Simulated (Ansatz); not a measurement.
The structure in question:

```cif
data_structure
_symmetry_space_group_name_H-M 'P 21'
_symmetry_Int_Tables_number 4
_cell_length_a 4.4303
_cell_length_b 4.4303
_cell_length_c 27.0059
_cell_angle_alpha 90.000
_cell_angle_beta 90.000
_cell_angle_gamma 90.000
_cell_volume 530.06
loop_
_atom_site_label
_atom_site_type_symbol
_atom_site_symmetry_multiplicity
_atom_site_Wyckoff_symbol
_atom_site_fract_x
_atom_site_fract_y
_atom_site_fract_z
_atom_site_occupancy
Co1 Co 2 a 0.88931 0.34447 0.78319 1
Si1 Si 2 a 0.38571 0.16358 0.78175 1
Si2 Si 2 a 0.90115 0.84312 0.80513 1
Co2 Co 2 a 0.39278 0.65413 0.81262 1
Co3 Co 2 a 0.60010 0.14299 0.86097 1
Si3 Si 2 a 0.09171 0.34300 0.86162 1
Si4 Si 2 a 0.59455 0.65569 0.89170 1
Co4 Co 2 a 0.10472 0.85599 0.89400 1
Co5 Co 2 a 0.89564 0.35438 0.94198 1
Si5 Si 2 a 0.40662 0.15611 0.94387 1
Si6 Si 2 a 0.90682 0.84269 0.97412 1
Co6 Co 2 a 0.39503 0.64386 0.97611 1
```

What crystal do these data define?

Formula: CoSi. Cell content: 12 Co, 12 Si, that is 12 formula units. Numbers of contacts at bonding distance: Co 5 to 7 (mean 6.5) and Si 5 to 7 (mean 6.5). Not all metal-metal contacts are counted. The bonds build CoSi layers parallel to (001).

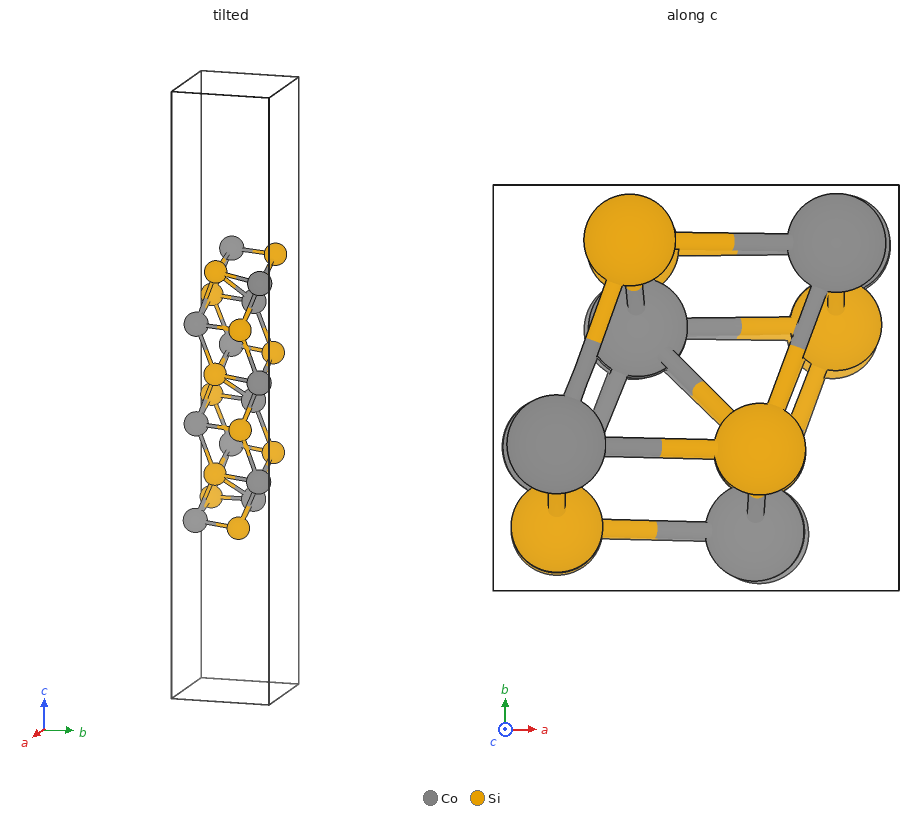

A ball-and-stick rendering, viewed slightly off an axis and along the c axis. The lines enclose the simulation cell; boundary atoms appear with their images. Colours: cobalt grey, silicon orange.

The cell started as a structure listed in the Materials Project, from which a slab was cut. The atoms were relaxed in a fixed cell with DFT PBE, scalar-relativistic, plane waves, PAW (Ansatz 0.2.0).
